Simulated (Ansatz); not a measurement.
System: H lifted off a slab of content Ta₈.

The given structure:
```yaml
crystal:
  lattice:
    - [4.64560, 0.00000, 0.00000]
    - [-2.32280, 4.02320, 0.00000]
    - [0.00000, 0.00000, 25.63800]
  atoms:
    - { symbol: Ta, position: [0.66667, 0.33333, 0.33154] }
    - { symbol: Ta, position: [0.33333, 0.66667, 0.36853] }
    - { symbol: Ta, position: [0.00000, 0.00000, 0.40551] }
    - { symbol: Ta, position: [0.66667, 0.33333, 0.44250] }
    - { symbol: Ta, position: [0.33333, 0.66667, 0.47627] }
    - { symbol: Ta, position: [0.00000, 0.00000, 0.51986] }
    - { symbol: Ta, position: [0.66667, 0.33333, 0.55227] }
    - { symbol: Ta, position: [0.33333, 0.66667, 0.57894] }
    - { symbol: H, position: [0.50000, 0.16667, 0.61869] }
```

Input of one of the runs behind the figure:
```
crystal:
  lattice:
    - [4.6456161668, 0.0, 0.0]
    - [-2.3228080834, 4.0232216167, 0.0]
    - [0.0, 0.0, 25.6379770039]
  atoms:
    - { symbol: Ta, position: [0.6666666667, 0.3333333333, 0.331539419] }
    - { symbol: Ta, position: [0.3333333333, 0.6666666667, 0.3685268315] }
    - { symbol: Ta, position: [0.0, 0.0, 0.4055142438] }
    - { symbol: Ta, position: [0.6666666667, 0.3333333333, 0.4425016562] }
    - { symbol: Ta, position: [0.3333333333, 0.6666666667, 0.4762660038] }
    - { symbol: Ta, position: [0.0, 0.0, 0.519856666] }
    - { symbol: Ta, position: [0.6666666667, 0.3333333333, 0.5522688407] }
    - { symbol: Ta, position: [0.3333333333, 0.6666666667, 0.578937064] }
    - { symbol: H, position: [0.5, 1.1666666667, 0.6459958772] }
basis:
  ecutwfc: 420
kpoints:
  mp_grid: { grid: [6, 6, 1] }
hamiltonian:
  xc: pbe
  dispersion: d3bj
scf:
  occupations: { method: gaussian, width: 0.1 }
output:
  forces: true
  stress: true
  eigenvalues: true
  write_density: true
  write_potential: true
  elf: true
  volumetric_format: npy
efield:
  axis: 3
  dipole_correction: true
  ramp_width: 0.04
```

Run as:
```bash
ansatz run input.yaml --threads 2 --pin off --max-ram 5120MiB --backend cpu --events-out ev --progress --plain --runs-dir out
```

Method: energy and normal force of an adatom against its height over the highest atom of the given rigid slab, above the lowest point of a coarse grid of places, energies count from that point, plane waves with PAW datasets, Γ-centred k mesh (Ansatz 0.2.0). Level: PBE with D3(BJ), no spin polarisation.

- wave cutoff: 420 eV
- k mesh: 6×6×1
- occupations: Gaussian
- smearing width: 0.1 eV
- boundary: dipole corrected
- adsorbate: H

Predict the energy and force along normal against height. The height takes the values 0.469, 0.719, 1.019, 1.319, 1.719, 2.219, 3.019, 4.019 Å.

The energy is 1.964 eV at height 0.469 Å and 3.619 eV at 4.019 Å; the lowest computed point is at height 1.019 Å (0.000 eV). The force along normal goes from 9.3 eV/Å at height 0.469 Å to −0.3 eV/Å at 4.019 Å, not monotonically, with a low of −1.9 eV/Å at 1.719 Å, and changes sign near 1.0 Å.

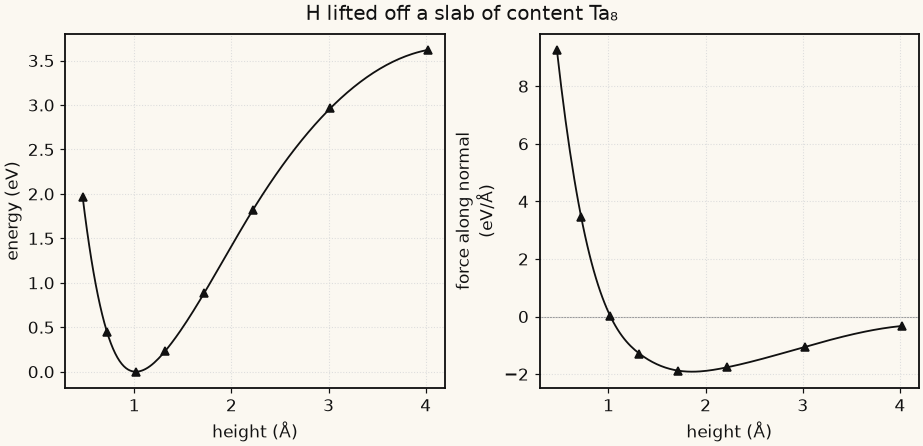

Limits of the calculation: atoms far too close; coarse k mesh; without spin the lifted atom lies too high; xc potential rough in thin density.
